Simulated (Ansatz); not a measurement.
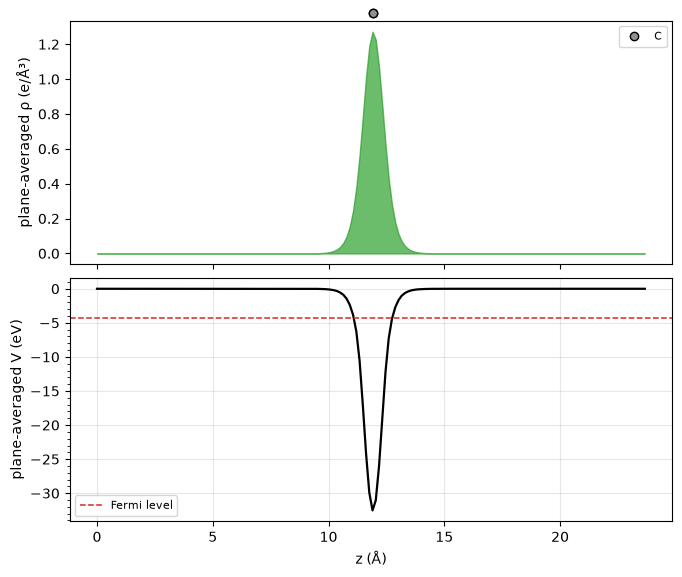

C. Plane average of the electrostatic potential energy of an electron and of the valence electron density across the slab. Circles mark the heights of the atoms.

Computed with DFT PBEsol, scalar-relativistic, plane waves, PAW (Ansatz 0.2.0).

### How far above the Fermi level of the calculation is the vacuum level?

4.3 eV.

### How thick is the slab, and how wide the vacuum?

The outermost nuclei are 0.0 Å apart, in 1 atomic plane; the vacuum between periodic images is 23.8 Å wide.
